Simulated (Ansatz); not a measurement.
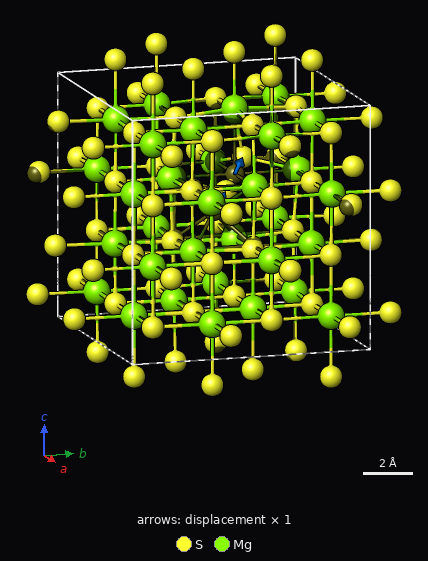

This is a relaxation of a defect cell of composition S33Mg32. The starting structure is drawn faded, the final one solid; blue arrows show the displacements, at their true length.

Style: ball-and-stick. Shown: the cell of the calculation (origin shifted), slightly off an axis.

Method: Ansatz 0.2.0, DFT, PBEsol, PAW, plane waves. Set-up: plane-wave cutoff 420 eV; k-point mesh 1 × 1 × 1; mesh shifted by (0.25, 0.25, 0.25); no spin polarisation; atoms relaxed in a fixed cell; force threshold 0.03 eV/Å; at most 80 steps.

Question: Which element moves most?

Answer: Sulfur: up to 1.19 Å, against 0.24 Å for magnesium.

Question: What did the optimiser do to the structure, and how much energy did it gain?

Answer: An S atom moves most: 1.19 Å along [−1 1 1]. Largest moves by element: S 1.19 Å, Mg 0.24 Å. The cell stays as it was. Near-neighbour distances that change, for instance: Mg–S 2.250 → 3.532 Å, Mg–S 2.598 → 3.493 Å, Mg–S 2.582 → 3.470 Å, Mg–S 2.593 → 3.456 Å. Bonds break: Mg–S (2.25 → 3.53 Å). Among the angles between lasting bonds that change: S–Mg–S 124.7° → 160.1°, S–S–Mg 71.6° → 106.2°, S–S–Mg 70.6° → 104.8°. Over 10 accepted moves (11 points after the start) the energy falls by 7.264 eV per cell of the calculation. The largest force component goes from 2.7 to 0.029 eV/Å. 1 step only repeated the SCF at the same geometry.
